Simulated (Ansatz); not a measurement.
The Ansatz input:

```
crystal:
  lattice:
    - [6.3144062729, 0.0, 0.0]
    - [-3.1572031364, 5.4684362421, 0.0]
    - [0.0, 0.0, 23.3758666258]
  atoms:
    - { symbol: S, position: [0.6666666667, 0.3333333333, 0.342233301] }
    - { symbol: S, position: [0.6666666667, 0.8333333333, 0.342233301] }
    - { symbol: S, position: [0.1666666667, 0.3333333333, 0.342233301] }
    - { symbol: S, position: [0.1666666667, 0.8333333333, 0.342233301] }
    - { symbol: W, position: [0.3333007988, 0.1666765888, 0.4097314068] }
    - { symbol: W, position: [0.3331697599, 0.66660251, 0.4097046117] }
    - { symbol: W, position: [0.8334002915, 0.1668453021, 0.4096806802] }
    - { symbol: W, position: [0.8333391518, 0.6665551402, 0.4096663519] }
    - { symbol: S, position: [0.6666718844, 0.3333462266, 0.4772171556] }
    - { symbol: S, position: [0.6668286162, 0.8334458423, 0.4769376553] }
    - { symbol: S, position: [0.1665507149, 0.3332983723, 0.4772158927] }
    - { symbol: S, position: [0.1663821678, 0.8332564164, 0.4771581933] }
basis:
  ecutwfc: 420
kpoints:
  mp_grid: { grid: [3, 3, 1] }
hamiltonian:
  xc: pbe
  dispersion: d3bj
scf:
  occupations: { method: gaussian, width: 0.05 }
output:
  forces: true
  eigenvalues: true
  write_density: true
  volumetric_format: npy
efield:
  axis: 3
  dipole_correction: true
  ramp_width: 0.04
```

Run as:
```bash
ansatz run input.yaml --threads 4 --pin off --max-ram 10240MiB --backend cpu --events-out ev --progress --plain --runs-dir out
```

What does the potential across the slab give for the band edges against vacuum?

From the vacuum level at the right face the ionisation potential is 5.68 eV and the electron affinity 3.75 eV; the left face gives the same. The slab's gap, their difference before rounding, is 1.93 eV. The two vacuum levels agree, so the slab has no net dipole along its normal. The outermost atoms are 3.2 Å apart, which leaves 20.2 Å of vacuum in a cell 23.4 Å high.

Spin-orbit coupling is left out, which matters for W.

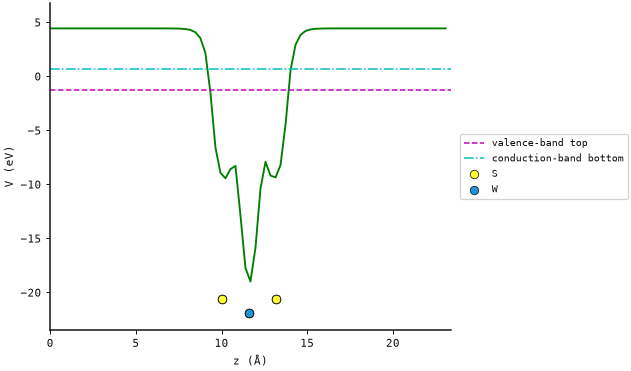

Plane-averaged electrostatic potential energy of an electron across the slab; circles at the bottom mark the heights of the atoms.
